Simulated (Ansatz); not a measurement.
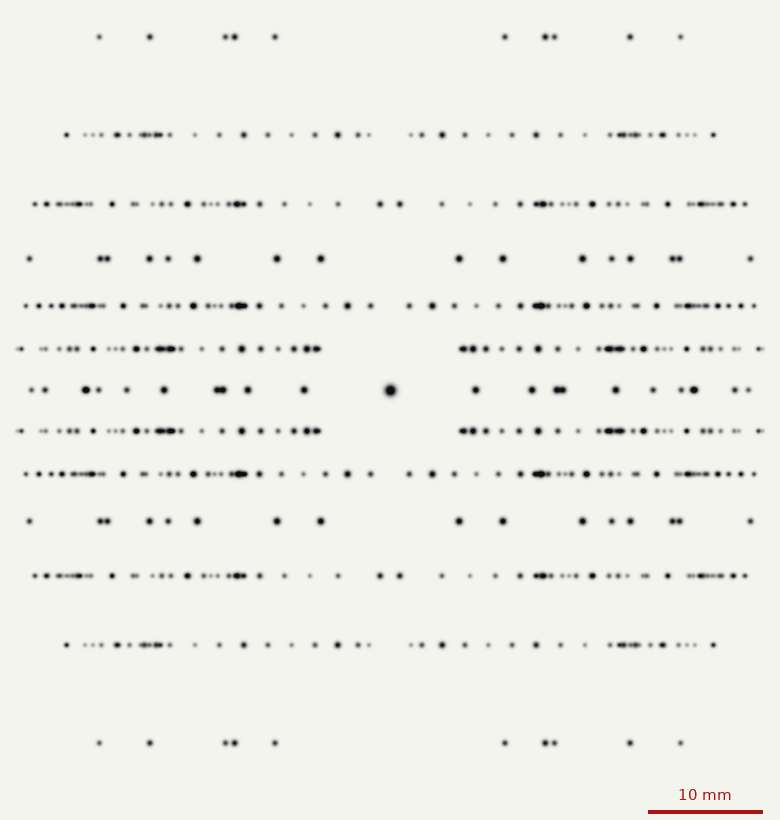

Simulated X-ray rotation photograph: Mo Kα radiation (λ = 0.7107 Å), cylindrical film of radius 30.0 mm unrolled, rotation axis vertical and normal to the beam, kinematic intensities without Lorentz or polarisation factors, the film spanning ±63° about the beam; spots down to d = 0.67 Å.

**Measure the layer lines and find the identity period along the axis.**

The first layer line lies 3.6 mm from the equator, so tan ν = 0.121, sin ν = 0.120 and the period is λ/sin ν = 5.91 Å. Further lines follow at 7.4, 11.6, 16.4, 22.6, 31.2 mm.

The crystal is Sn, space group P6_3/mmc (No. 194), a = 3.414 Å, c = 11.272 Å (hexagonal axes). Structure: the geometry relaxed with DFT, revPBE, plane waves (420 eV) with PAW, scalar-relativistic in Ansatz; the starting structure was generated, so it need not be a known form of this composition.

**About which axis was it rotated?**

About [210] (or an equivalent direction), whose length in the conventional cell is 5.914 Å.
